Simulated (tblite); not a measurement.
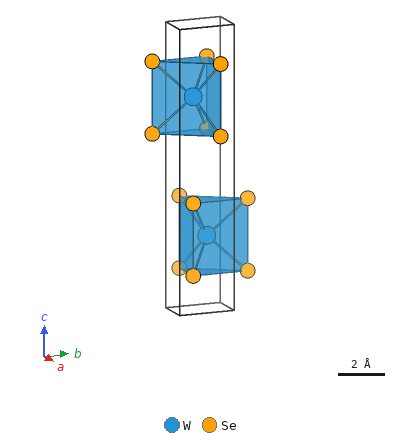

The structure as given in the input (polyhedral view of the cell of the calculation, seen slightly off an axis; polyhedra are completed across the faces of the cell). An atom can appear more than once, as a periodic image.

WSe2: single-point calculation

- system: WSe2 (6 atoms in the cell)
- method: GFN1-xTB tight binding on a periodic cluster of cells at the zone centre (tblite 0.8.0)

The structure derives from a Materials Project entry. The geometry comes from this level: r2scan-rvv10 (a point of a series of volumes). It belongs to a series of runs on one base structure; here: volume -12%.

**The input**
```python
import json
from ase import Atoms
from ase.build import make_supercell
from ase.units import Bohr, GPa, Hartree
from tblite.interface import Calculator

atoms = Atoms(['W', 'W', 'Se', 'Se', 'Se', 'Se'],
              cell=[[3.16201929, 0.0, 0.0], [-1.58100965, 2.73838904, 0.0], [0.0, 0.0, 12.60002997]],
              scaled_positions=[[0.666666667, 0.333333333, 0.75], [0.333333333, 0.666666667, 0.25], [0.333333333, 0.666666667, 0.87666154], [0.666666667, 0.333333333, 0.37666154], [0.333333333, 0.666666667, 0.62333846], [0.666666667, 0.333333333, 0.12333846]],
              pbc=True)
cluster = make_supercell(atoms, [[3, 0, 0], [0, 3, 0], [0, 0, 1]])
calc = Calculator('GFN1-xTB', cluster.numbers, cluster.positions / Bohr, lattice=cluster.cell[:] / Bohr, periodic=cluster.pbc)
calc.set('temperature', 0.02 / Hartree)
calc.set('max-iter', 150)
res = calc.singlepoint()
levels = res.get('orbital-energies') * Hartree
nv = round(res.get('orbital-occupations').sum() / 2)
cells = len(cluster) // len(atoms)
out = {'energy_per_cell': res.get('energy') * Hartree / cells, 'homo': levels[nv - 1], 'lumo': levels[nv],
       'stress': (-res.get('virial') * Hartree / cluster.get_volume() / GPa).tolist(), 'charges': res.get('charges')[:len(atoms)].tolist(), 'electrons': 2 * nv / cells}
json.dump(out, open('results.json', 'w'))
for key, value in out.items():
    print(key, value)
```

Run on 1 thread of Arm Neoverse V1, 24 GiB of memory available, shared host.

Run as:
```bash
python run.py
```

**The program's output**
```
------------------------------------------------------------
  cycle        total energy    energy error   density error
------------------------------------------------------------
      1     -164.2178736185  -1.6450007E+02   7.3153596E-01
      2     -164.2090593153   8.8143031E-03   4.2557864E-01
      3     -163.6995701349   5.0948918E-01   2.0190341E-01
      4     -164.2321175820  -5.3254745E-01   2.0866725E-02
      5     -164.2347993384  -2.6817564E-03   6.2258499E-03
      6     -164.2350716780  -2.7233963E-04   2.6518192E-04
      7     -164.2350778007  -6.1227111E-06   5.6025349E-05
      8     -164.2350779030  -1.0224414E-07   2.3552574E-05
      9     -164.2350779037  -7.5280582E-10   1.2766812E-05
------------------------------------------------------------

 total:                                   3.293 sec
energy_per_cell -496.56267817556585
homo -7.559512536519316
lumo -5.059078460949702
stress [[18.035987231442842, -9.52570578310574e-05, -3.319873003104464e-07], [-9.525705783021378e-05, 18.035876180306605, 1.9167294156545426e-07], [-3.3198729991545457e-07, 1.916729422961622e-07, 19.087447789163342]]
charges [0.12969120853859983, 0.12969120853951788, -0.06486140861334301, -0.0648611631356758, -0.06486116313521817, -0.06486140861376039]
electrons 36.0
```

**Key numbers**

| quantity | value |
| --- | --- |
| outcome | converged |
| space group (tolerance 0.01 Å) | P6₃/mmc (194) |
| electrons treated | 36 |
| total energy | −496.5627 eV |
| band gap | 2.50 eV |
| pressure | 18.39 GPa |
| wall time | 4 s |
| peak memory | 0.12 GiB |
